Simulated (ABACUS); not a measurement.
## Energy of Te along an even scaling of the cell

System: Te (P3₁21, 3 atoms in the cell).
Method: Kohn-Sham DFT of a periodic cell, PBE, PseudoDojo NC SR 0.4.1 PBE standard, no spin polarisation (ABACUS 3.10.1).

The 7 runs differ only in the geometry, by an even scaling of the cell at fixed fractional positions. The structure derives from an entry of the Crystallography Open Database.

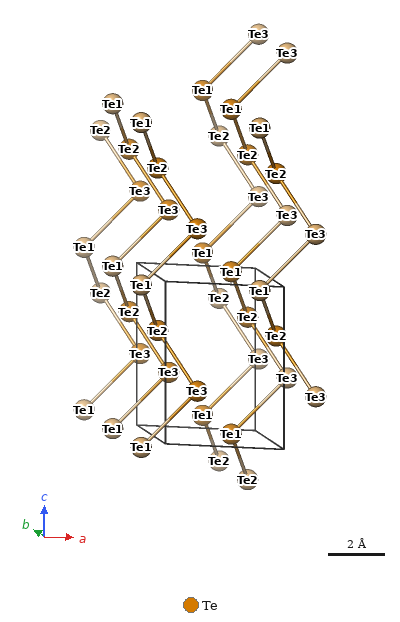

Figure 1. The structure of run 4 (ball-and-stick view of the cell of the calculation, repeated 1 × 2 × 2, seen slightly off an axis; neighbours outside the cell are drawn fainter; atoms are numbered from 1 in the order of the input).

**Input file of run 4**
```
INPUT_PARAMETERS
suffix              Te
calculation         scf
basis_type          pw
pseudo_dir          ./
symmetry            1
dft_functional      pbe
ecutwfc             83
pseudo_rcut         10
nspin               1
nbands              29
ks_solver           dav
smearing_method     fd
smearing_sigma      0.00367493
scf_thr             1e-08
scf_nmax            100
mixing_type         broyden
mixing_beta         0.7
cal_force           1
cal_stress          1
kpar                4
```

**File STRU of run 4**
```
ATOMIC_SPECIES
Te 127.6000 Te.upf

LATTICE_CONSTANT
1.8897261246

LATTICE_VECTORS
4.4540000000 0.0000000000 0.0000000000
-2.2270000000 3.8572771485 0.0000000000
0.0000000000 0.0000000000 5.9240000000

ATOMIC_POSITIONS
Direct

Te
0.0
3
0.7310000000 0.7310000000 0.0000000000 1 1 1
0.0000000000 0.2690000000 0.6666666667 1 1 1
0.2690000000 0.0000000000 0.3333333333 1 1 1
```

**File KPT of run 4**
```
K_POINTS
0
Gamma
7 7 5 0 0 0
```

Command:
```bash
OMP_NUM_THREADS=1 mpirun -np 4 abacus > log
```

Run 5 differs from it as follows:
```diff
-4.4540000000 0.0000000000 0.0000000000
--2.2270000000 3.8572771485 0.0000000000
-0.0000000000 0.0000000000 5.9240000000
+4.4834975484 0.0000000000 0.0000000000
+-2.2417487742 3.8828227747 0.0000000000
+0.0000000000 0.0000000000 5.9632329314
```

**Results, with one run withheld**

```csv
run,volume per atom (Å³),"free energy per atom, from the lowest run given (meV)",pressure (GPa),gap on the mesh (eV)
1,31.890,47.55,5.26,0.60
2,32.568,28.14,3.89,0.61
3,33.247,14.22,2.66,0.62
4,33.925,5.22,1.56,0.62
5,34.604,?,?,?
6,35.282,0.00,−0.30,0.63
7,35.961,2.90,−1.09,0.63
```

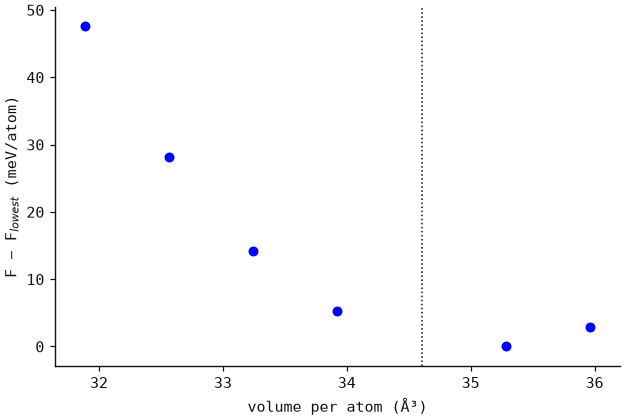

Figure 2. Free energy per atom of the runs given; the dotted line marks run 5.

Estimate the energy of run 5 from the others.

A cubic polynomial in V^(−2/3) (the Birch–Murnaghan form), fitted to the 6 runs given, misses them by at most 0.01 meV per atom. With x = V^(−2/3) − 0.09573 Å⁻², it reads F = 6.966 + 6069.1 x + 1.2953e+06 x² + 4.4911e+06 x³ (meV per atom). At run 5 it gives 0.63 meV per atom, and the run itself gives 0.64. The slope of the fit gives a pressure −dF/dV of 0.60 GPa there, and the run prints 0.58 GPa. The fit has its minimum at 35.057 Å³ per atom, where V d²F/dV² gives 44.7 GPa. Cell shape and fractional positions are held, so this is the stiffness under even scaling; the relaxed bulk modulus wasn't computed and can be far lower in a crystal of layers, chains or molecules like this one. The gap on the mesh goes, without turning, from 0.60 eV in run 1 to 0.63 eV in run 7; run 5 has 0.63 eV. These are gaps of this functional on this mesh, which can miss the band edges; they aren't the measured gap.

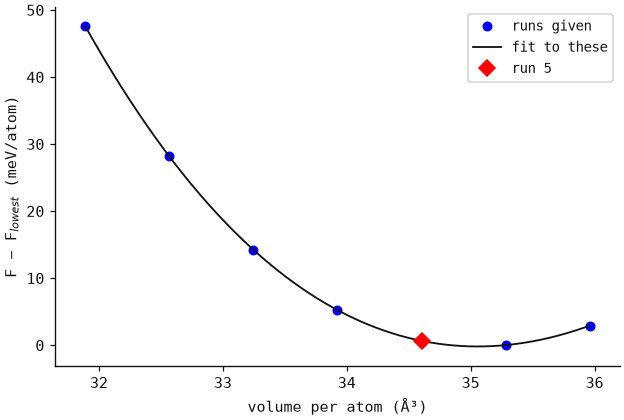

Figure 3. The fit and the withheld run.

**Some lines of the output (run 5)**
```
[...]
                          Volume (Bohr^3) = 700.556
                             Volume (A^3) = 103.812
 E_Fermi        0.6550580581         8.9125221114
 E_Fermi        0.6544922935         8.9048244887
 E_Fermi        0.6550434389         8.9123232060
 E_Fermi        0.6552183598         8.9147031271
 E_Fermi        0.6553192809         8.9160762292
 E_KS(sigma->0) -629.1504926356      -8560.0315993514
 E_Fermi        0.6553362836         8.9163075634
 final etot is -8560.0316467 eV
 EFERMI = 8.9163075634 eV
 TOTAL-PRESSURE: 5.796665 KBAR
 !FINAL_ETOT_IS -8560.0316466966942244 eV
```
